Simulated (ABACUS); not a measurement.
La2O3: single-point calculation at one volume of an equation of state (part 2 of 2)

Continued. System: La2O3 (P-3m1, 5 atoms in the cell). Method: Kohn-Sham DFT of a periodic cell, PBEsol, PseudoDojo NC SR 0.5 PBE stringent, no spin polarisation (ABACUS 3.10.1); cutoff 1510.23 eV, 6×6×4 k-mesh, fermi-dirac of 0.05 eV. The structure derives from a Materials Project entry. It belongs to a series of runs on one base structure; here: volume scaled by 0.98.

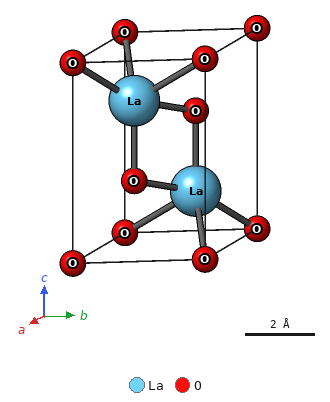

Fig. 1: The structure as given in the input (ball-and-stick view of the cell of the calculation, seen slightly off an axis). An atom can appear more than once, as a periodic image.

The program's output, continued
```
----------------------------------------------------------

 PW ALGORITHM --------------- ION=   1  ELEC=   5--------------------------------

 Density error is 0.00335595386606
                          Error Threshold = 3.79647694258e-05
----------------------------------------------------------
     Energy           Rydberg                 eV
----------------------------------------------------------
 E_KohnSham     -240.0780534185      -3266.4294912394
 E_Harris       -240.4295107554      -3271.2113136260
 E_Fermi        0.9016539668         12.2676315721
----------------------------------------------------------

 PW ALGORITHM --------------- ION=   1  ELEC=   6--------------------------------

 Density error is 9.50751716498e-05
                          Error Threshold = 8.38988466516e-06
----------------------------------------------------------
     Energy           Rydberg                 eV
----------------------------------------------------------
 E_KohnSham     -240.0786591017      -3266.4377319833
 E_Harris       -240.1111376961      -3266.8796259291
 E_Fermi        0.8188911880         11.1415861988
----------------------------------------------------------

 PW ALGORITHM --------------- ION=   1  ELEC=   7--------------------------------

 Density error is 1.00002627522e-05
                          Error Threshold = 2.37687929125e-07
----------------------------------------------------------
     Energy           Rydberg                 eV
----------------------------------------------------------
 E_KohnSham     -240.0787493986      -3266.4389605347
 E_Harris       -240.0752949591      -3266.3919604747
 E_Fermi        0.8961809748         12.1931676971
----------------------------------------------------------

 PW ALGORITHM --------------- ION=   1  ELEC=   8--------------------------------

 Density error is 4.28689572956e-06
                          Error Threshold = 2.50006568805e-08
----------------------------------------------------------
     Energy           Rydberg                 eV
----------------------------------------------------------
 E_KohnSham     -240.0787503056      -3266.4389728749
 E_Harris       -240.0694861793      -3266.3129279707
 E_Fermi        0.8950121648         12.1772652204
----------------------------------------------------------

 PW ALGORITHM --------------- ION=   1  ELEC=   9--------------------------------

 Density error is 1.02877953306e-07
                          Error Threshold = 1.07172393239e-08
----------------------------------------------------------
     Energy           Rydberg                 eV
----------------------------------------------------------
 E_KohnSham     -240.0787513419      -3266.4389869756
 E_Harris       -240.0783992392      -3266.4341963718
 E_Fermi        0.8941533753         12.1655807894
----------------------------------------------------------

 PW ALGORITHM --------------- ION=   1  ELEC=  10--------------------------------

 Density error is 3.48076197666e-08
                          Error Threshold = 2.57194883265e-10
----------------------------------------------------------
     Energy           Rydberg                 eV
----------------------------------------------------------
 E_KohnSham     -240.0787514786      -3266.4389888355
 E_Harris       -240.0791821360      -3266.4448482296
 E_Fermi        0.8942456072         12.1668356695
----------------------------------------------------------

 PW ALGORITHM --------------- ION=   1  ELEC=  11--------------------------------

 Density error is 5.94495336446e-10
                          Error Threshold = 8.70190494164e-11
----------------------------------------------------------
     Energy           Rydberg                 eV
----------------------------------------------------------
 E_KohnSham     -240.0787514876      -3266.4389889571
 E_KS(sigma->0) -240.0787514876      -3266.4389889571
 E_Harris       -240.0787367638      -3266.4387886300
 E_band         0.5589673424         7.6051408529
 E_one_elec     -22.6359794561       -307.9783004134
 E_Hartree      38.1901394495        519.6035039277
 E_xc           -58.4767681719       -795.6172477635
 E_Ewald        -197.1561433091      -2682.4469447079
 E_entropy(-TS) -0.0000000000        -0.0000000000
 E_descf        0.0000000000         0.0000000000
 E_exx          0.0000000000         0.0000000000
 E_Fermi        0.8943032568         12.1676200322
----------------------------------------------------------

 charge density convergence is achieved
 final etot is -3266.438989 eV
 EFERMI = 12.167620032 eV

 STATE ENERGY(eV) AND OCCUPATIONS    NSPIN == 1
 1/6 kpoint (Cartesian) = 0.0000 0.0000 0.0000 (10695 pws)
       1       -19.5954      0.0138889
       2       -19.3179      0.0138889
       3       -6.96360      0.0138889
       4       -5.67637      0.0138889
       5       -5.21098      0.0138889
       6       -3.10801      0.0138889
       7       -3.10801      0.0138889
       8       -2.84854      0.0138889
       9       -2.84854      0.0138889
      10       -2.71657      0.0138889
      11       -1.99596      0.0138889
      12        7.51594      0.0138889
      13        7.51594      0.0138889
      14        7.73385      0.0138889
      15        7.73385      0.0138889
      16        7.86783      0.0138889
      17        8.27054      0.0138889
      18        9.60282      0.0138889
      19        9.60282      0.0138889
      20        9.86718      0.0138889
      21        14.2875    5.36291e-21
      22        14.6047    9.42355e-24
      23        14.6047    9.42355e-24
      24        15.2153    4.69101e-29

 2/6 kpoint (Cartesian) = -0.16667 0.096225 0.0000 (10691 pws)
       1       -19.5430      0.0833333
       2       -19.2969      0.0833333
       3       -6.97055      0.0833333
       4       -6.15477      0.0833333
       5       -5.52811      0.0833333
       6       -3.22377      0.0833333
       7       -2.88814      0.0833333
       8       -2.83066      0.0833333
       9       -2.77611      0.0833333
      10       -2.62135      0.0833333
      11       -1.88868      0.0833333
      12        7.42036      0.0833333
      13        7.75690      0.0833333
      14        7.86405      0.0833333
      15        7.96532      0.0833333
      16        7.98625      0.0833333
      17        8.84887      0.0833333
      18        9.23616      0.0833333
      19        9.59537      0.0833333
      20        9.79282      0.0833333
      21        14.3883    4.28873e-21
      22        14.6652    1.68627e-23
      23        14.8196    7.68869e-25
      24        15.3290    2.89271e-29

 3/6 kpoint (Cartesian) = -0.33333 0.19245 0.0000 (10694 pws)
       1       -19.4255      0.0833333
       2       -19.2640      0.0833333
       3       -7.16519      0.0833333
       4       -6.91150      0.0833333
       5       -5.58167      0.0833333
       6       -3.42417      0.0833333
       7       -3.36195      0.0833333
       8       -2.98499      0.0833333
       9       -2.85871      0.0833333
      10       -1.92703      0.0833333
      11       -1.48671      0.0833333
      12        7.52009      0.0833333
      13        7.91266      0.0833333
      14        8.11207      0.0833333
      15        8.48481      0.0833333
      16        8.74881      0.0833333
      17        9.02085      0.0833333
      18        9.17141      0.0833333
      19        9.67018      0.0833333
      20        9.72872      0.0833333
      21        14.0009    9.94270e-18
      22        14.7664    2.23028e-24
      23        15.2037    3.54371e-28
      24        15.3638    1.44262e-29

 4/6 kpoint (Cartesian) = 0.50000 0.86603 0.0000 (10682 pws)
       1       -19.3511      0.0416667
       2       -19.2615      0.0416667
       3       -7.28575      0.0416667
       4       -7.27290      0.0416667
       5       -5.37596      0.0416667
       6       -3.77377      0.0416667
       7       -3.51486      0.0416667
       8       -3.03675      0.0416667
       9       -2.91022      0.0416667
      10       -1.52134      0.0416667
      11       -1.42557      0.0416667
      12        7.72523      0.0416667
      13        7.92357      0.0416667
      14        8.00020      0.0416667
      15        8.69317      0.0416667
      16        9.25611      0.0416667
      17        9.26163      0.0416667
      18        9.34153      0.0416667
      19        9.61779      0.0416667
      20        9.70129      0.0416667
      21        13.8227    1.75364e-16
      22        14.7758    9.22807e-25
      23        15.3058    2.29971e-29
      24        15.3156    1.89017e-29

 5/6 kpoint (Cartesian) = -0.16667 0.28868 0.0000 (10669 pws)
       1       -19.4573      0.0833333
       2       -19.2703      0.0833333
       3       -7.09327      0.0833333
       4       -6.68784      0.0833333
       5       -5.71383      0.0833333
       6       -3.48202      0.0833333
       7       -3.05685      0.0833333
       8       -2.95060      0.0833333
       9       -2.76361      0.0833333
      10       -2.23847      0.0833333
      11       -1.50064      0.0833333
      12        7.51390      0.0833333
      13        7.92256      0.0833333
      14        8.15605      0.0833333
      15        8.30168      0.0833333
      16        8.41553      0.0833333
      17        9.04622      0.0833333
      18        9.20339      0.0833333
      19        9.43428      0.0833333
      20        9.82557      0.0833333
      21        14.1694    3.41397e-19
      22        14.6260    3.69407e-23
      23        15.1199    1.89502e-27
      24        15.3041    4.76010e-29

 6/6 kpoint (Cartesian) = 0.50000 0.67358 0.0000 (10686 pws)
       1       -19.3526       0.166667
       2       -19.2602       0.166667
       3       -7.28151       0.166667
       4       -7.16181       0.166667
       5       -5.64601       0.166667
       6       -3.69474       0.166667
       7       -3.32905       0.166667
       8       -3.22897       0.166667
       9       -2.86331       0.166667
      10       -1.63117       0.166667
      11       -1.25154       0.166667
      12        7.85871       0.166667
      13        8.07718       0.166667
      14        8.23637       0.166667
      15        8.54094       0.166667
      16        8.97818       0.166667
      17        9.18223       0.166667
      18        9.26969       0.166667
      19        9.56706       0.166667
      20        9.67003       0.166667
      21        13.9242    9.21983e-17
      22        14.6653    3.36715e-23
      23        15.0889    7.03998e-27
      24        15.2814    1.50077e-28

------------------------------------------------------------------------------------------
 TOTAL-FORCE (eV/Angstrom)
------------------------------------------------------------------------------------------
                       La1         0.0000000000         0.0000000000        -0.0523065278
                       La2         0.0000000000         0.0000000000         0.0523065278
                        O1         0.0000000000         0.0000000000         0.0000000000
                        O2         0.0000000000         0.0000000000        -0.0304449065
                        O3         0.0000000000         0.0000000000         0.0304449065
------------------------------------------------------------------------------------------

----------------------------------------------------------------
 TOTAL-STRESS (KBAR)
----------------------------------------------------------------
        -2.9746672257        -0.0000000000         0.0000000000
         0.0000000000        -2.9746672257         0.0000000000
         0.0000000000        -0.0000000000        -6.1506697807
----------------------------------------------------------------
 TOTAL-PRESSURE: -4.033335 KBAR

 --------------------------------------------
 !FINAL_ETOT_IS -3266.4389889570820742 eV
 --------------------------------------------
```

Standard output
```
ABACUS v3.10.1

               Atomic-orbital Based Ab-initio Computation at UStc

 dft_functional readin is: pbesol
 dft_functional in pseudopot file is: PBE
 Please make sure this is what you need
 dft_functional readin is: pbesol
 dft_functional in pseudopot file is: PBE
 Please make sure this is what you need

%%%%%%%%%%%%%%%%%%%%%%%%%%%%%%%%%%%%%%%%%%%%%%%%%%%%%%%%%%%%%%%%%%%%%%%%%%%%%%%%%%%%%%%%%%%%%%%%%%%%%%%%%
 Warning: the number of valence electrons in pseudopotential > 3 for La: [Xe] 5d1 6s2
 Pseudopotentials with additional electrons can yield (more) accurate outcomes, but may be less efficient.
 If you're confident that your chosen pseudopotential is appropriate, you can safely ignore this warning.
%%%%%%%%%%%%%%%%%%%%%%%%%%%%%%%%%%%%%%%%%%%%%%%%%%%%%%%%%%%%%%%%%%%%%%%%%%%%%%%%%%%%%%%%%%%%%%%%%%%%%%%%%

 UNIFORM GRID DIM        : 50 * 50 * 80
 UNIFORM GRID DIM(BIG)   : 50 * 50 * 80
 ---------------------------------------------------------
 Self-consistent calculations for electrons
 ---------------------------------------------------------
 SPIN    KPOINTS         PROCESSORS  THREADS
 1       24              4           4
 ---------------------------------------------------------
 Use plane wave basis
 ---------------------------------------------------------
 ELEMENT NATOM       XC
 La      2
 O       3
 ---------------------------------------------------------
 Initial plane wave basis and FFT box
 ---------------------------------------------------------
 -------------------------------------------
 SELF-CONSISTENT :
 -------------------------------------------
 START CHARGE      : atomic
 ITER       ETOT/eV          EDIFF/eV         DRHO     TIME/s
 DA1     -3.25623009e+03   0.00000000e+00   1.5532e+00   3.32
 DA2     -3.25883468e+03  -2.60459513e+00   2.5901e+00   3.37
 DA3     -3.26612893e+03  -7.29425249e+00   4.5224e-02   2.41
 DA4     -3.26640264e+03  -2.73709230e-01   1.5186e-02   4.79
 DA5     -3.26642949e+03  -2.68480208e-02   3.3560e-03   3.03
 DA6     -3.26643773e+03  -8.24074386e-03   9.5075e-05   3.73
 DA7     -3.26643896e+03  -1.22855140e-03   1.0000e-05   5.72
 DA8     -3.26643897e+03  -1.23402449e-05   4.2869e-06   4.31
 DA9     -3.26643899e+03  -1.41006429e-05   1.0288e-07   3.64
 DA10    -3.26643899e+03  -1.85990949e-06   3.4808e-08   6.36
 DA11    -3.26643899e+03  -1.21615881e-07   5.9450e-10   3.77
----------------------------------------------------------------
 TOTAL-STRESS (KBAR)
----------------------------------------------------------------
        -2.9746672257        -0.0000000000         0.0000000000
         0.0000000000        -2.9746672257         0.0000000000
         0.0000000000        -0.0000000000        -6.1506697807
----------------------------------------------------------------
 TOTAL-PRESSURE: -4.033335 KBAR
```

This output came from the following input.

Input
```
INPUT_PARAMETERS
suffix              La2O3
calculation         scf
basis_type          pw
pseudo_dir          ./
latname             hexagonal
symmetry            1
dft_functional      pbesol
ecutwfc             111
pseudo_rcut         7
nspin               1
nbands              24
ks_solver           dav
smearing_method     fd
smearing_sigma      0.00367493
scf_thr             1e-08
scf_nmax            100
mixing_type         broyden
mixing_beta         0.7
cal_force           1
cal_stress          1
kpar                4
```

File STRU
```
ATOMIC_SPECIES
La 138.9055 La.upf
O 15.9990 O.upf

LATTICE_CONSTANT
7.3782391665

LATTICE_PARAMETERS
1.5548966921

ATOMIC_POSITIONS
Direct

La
0.0
2
0.3333333333 0.6666666667 0.2462356800 1 1 1
0.6666666667 0.3333333333 0.7537643200 1 1 1

O
0.0
3
0.0000000000 0.0000000000 0.0000000000 1 1 1
0.3333333333 0.6666666667 0.6458906500 1 1 1
0.6666666667 0.3333333333 0.3541093500 1 1 1
```

File KPT
```
K_POINTS
0
Gamma
6 6 4 0 0 0
```

Run as:
```bash
OMP_NUM_THREADS=1 mpirun -np 4 abacus > log
```

Summary

- outcome: converged
- space group (tolerance 0.01 Å): P-3m1 (164)
- electrons treated: 40
- free energy: −3266.4390 eV
- Fermi energy: 12.168 eV
- gap on the k-point mesh: 3.76 eV
- pressure: −0.40 GPa
- largest force (length of the vector): 0.052 eV/Å
- hardware: 4 threads of Intel Xeon (Granite Rapids), 32 GiB of memory available, shared host
- wall time: 47 s (CPU time 3.1 min)
- peak memory: 0.84 GiB
